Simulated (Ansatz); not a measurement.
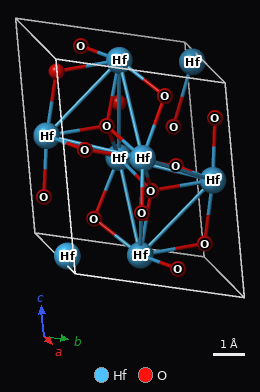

A defect cell of composition Hf₈O₁₅ (cell charge +2), before the relaxation. A ball-and-stick model of the cell of the calculation, seen slightly off an axis.

These are results of DFT PBEsol, scalar-relativistic, plane waves, PAW (Ansatz), not measurements.

Settings: plane-wave cutoff 420 eV; k-point mesh 2 × 2 × 2; occupations gaussian; smearing width 0.02 eV; mesh shifted by (0.5, 0.5, 0.5); collinear spin; atoms relaxed in a fixed cell; force threshold 0.03 eV/Å; at most 40 steps.

```
CELL_PARAMETERS angstrom
4.21728 0.00000 5.19497
-5.09568 5.17706 0.00192
-5.09568 -5.17706 0.00192
ATOMIC_POSITIONS crystal
Hf 0.70635 0.93900 0.48391
Hf 0.70623 0.44343 0.98748
Hf 0.78710 0.01003 0.04342
Hf 0.79171 0.51176 0.55474
Hf 0.29193 0.55495 0.01361
Hf 0.30196 0.05692 0.51646
Hf 0.21204 0.49671 0.44693
Hf 0.20822 0.98887 0.94683
O 0.97914 0.63752 0.89426
O 0.52185 0.60523 0.36329
O 0.51733 0.10371 0.86150
O 0.01867 0.35902 0.10975
O 0.02069 0.88240 0.59681
O 0.49075 0.90388 0.14437
O 0.46431 0.38643 0.62975
O 0.34825 0.80616 0.46754
O 0.33905 0.30262 0.96840
O 0.16082 0.53706 0.69612
O 0.15267 0.04093 0.20117
O 0.65618 0.69462 0.03347
O 0.66767 0.19837 0.53533
O 0.83591 0.95775 0.80098
O 0.84457 0.46752 0.30516
```

Where does the relaxation end?

Answer. The energy falls by 0.527 eV per cell of the calculation in 4 accepted moves (5 points after the start). The largest force component goes from 1.9 to 0.013 eV/Å. 1 step only repeated the SCF at the same geometry. O13 moves most: 0.14 Å along [0 2 −1]. Largest moves by element: O 0.14 Å, Hf 0.11 Å. The cell doesn't change. Among the contacts that change: Hf3–Hf6 3.501 → 3.652 Å, Hf3–Hf6 (another image) 3.917 → 3.777 Å, Hf4–O13 2.367 → 2.489 Å, Hf8–O19 2.099 → 2.218 Å. Bond angles that change, for instance: Hf3–O19–Hf6 116.2° → 126.9°, Hf1–O13–Hf6 116.2° → 125.1°, Hf6–O19–Hf8 140.7° → 133.6°. The program noted that the starting moments weren't kept.

The end point in the same view:

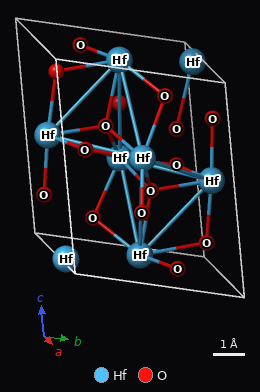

Limits of the set-up: the periodic images lie only 6.7 Å apart, so the values are limited by the cell's size; the cell is charged, on a uniform background, and energies carry no finite-size correction.
